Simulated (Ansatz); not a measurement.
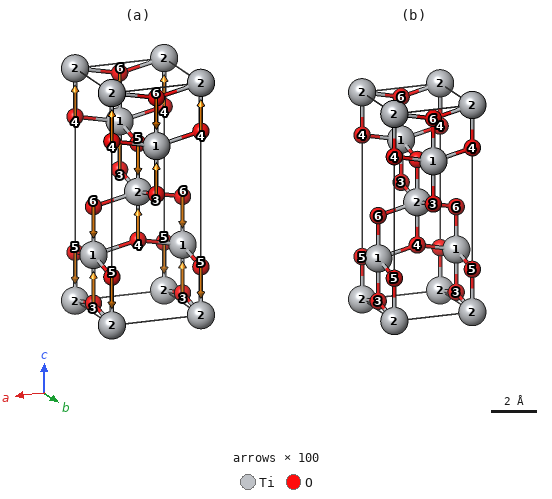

The structure of a crystal of TiO₂ (built on the anatase type) before (left) and after (right) a relaxation, at one scale. The orange arrows give the displacements (the part carried along by the change of the cell is left out), magnified 100 times.

The picture is a ball-and-stick view of the conventional cell (2 times the calculation's cell), seen from a free direction. Lengths and directions refer to the drawn axes.

Computed with Ansatz, DFT, PBE, plane waves, PAW.

Input file:
```yaml
crystal:
  lattice:
    - [-2.1681731, 2.1681731, 5.442114481]
    - [2.1681731, -2.1681731, 5.442114481]
    - [2.1681731, 2.1681731, -5.442114481]
  atoms:
    - { symbol: Ti, position: [0.75, 0.25, 0.5] }
    - { symbol: Ti, position: [0.0, 0.0, 0.0] }
    - { symbol: O, position: [0.542, 0.042, 0.5] }
    - { symbol: O, position: [0.792, 0.792, 0.0] }
    - { symbol: O, position: [0.208, 0.208, 0.0] }
    - { symbol: O, position: [0.958, 0.458, 0.5] }
kpoints:
  mp_grid: { grid: [8, 8, 8] }
hamiltonian:
  xc: pbe
scf:
  occupations: { method: fermi_dirac, width: 0.02 }
relax:
  f_tol: 0.005
  cell: {}
```

Command:
```bash
ansatz run input.yaml --threads 2 --pin off --max-ram 20275MiB --backend cpu --events-out ev --progress --plain --runs-dir out
```

Question: Summarise the run.

Answer: The largest moves relative to the cell, 0.015 Å, are those of O3, O4, O5 and O6. O6 goes along −c. Ti stays in place. The drawn cell changes as follows: a = b 4.336 → 3.799 Å (−12.4 %), c 10.884 → 9.702 Å (−10.9 %); the volume changes by −31.6 %. Some distances before and after: Ti1–Ti2 3.479 → 3.081 Å, Ti1–O4 2.216 → 1.946 Å, Ti1–O3 2.264 → 2.003 Å. The space group stays I4_1/amd (No. 141). After 8 accepted moves (10 points after the start) the energy has fallen by 817 meV per atom. Largest force component: 1.3 eV/Å at the start, 0.00054 eV/Å at the end. The pressure goes from −34.08 to −0.01 GPa. At 2 points the geometry stayed and the basis and grid were re-selected for the new cell (energy shift of 4.0 meV per atom at most each time). The run took 32 s on 2 threads of AMD EPYC 7R13 Processor (Zen 3), with other jobs on the host, peak memory 0.67 GiB.
